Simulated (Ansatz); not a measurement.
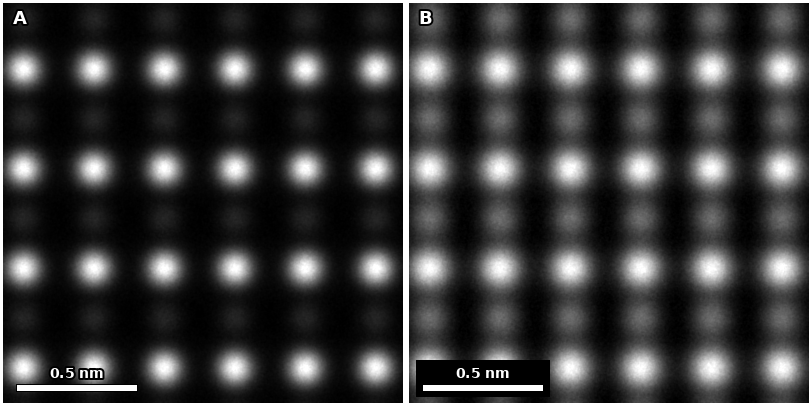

Two simulated images of the same area of CsCl (Pm-3m, No. 221) along [110], with a probe of 1.12 Å. One is incoherent Z contrast (Z^1.7 per atom), the other the projected potential of neutral atoms blurred by the probe (iDPC-like, thin sample). Brightness is counted from the darkest point of the image. Shot noise was added. Model: the geometry relaxed with Ansatz, DFT, HSE06, plane waves, PAW.

### Which panel is which, and how can one tell?

A is the Z-contrast image and B the potential image. The columns of 1 Cl per repeat reach about 13 % of the brightest peak (1 Cs) in A but about 41 % in B, mainly since the potential grows much more slowly with atomic number.
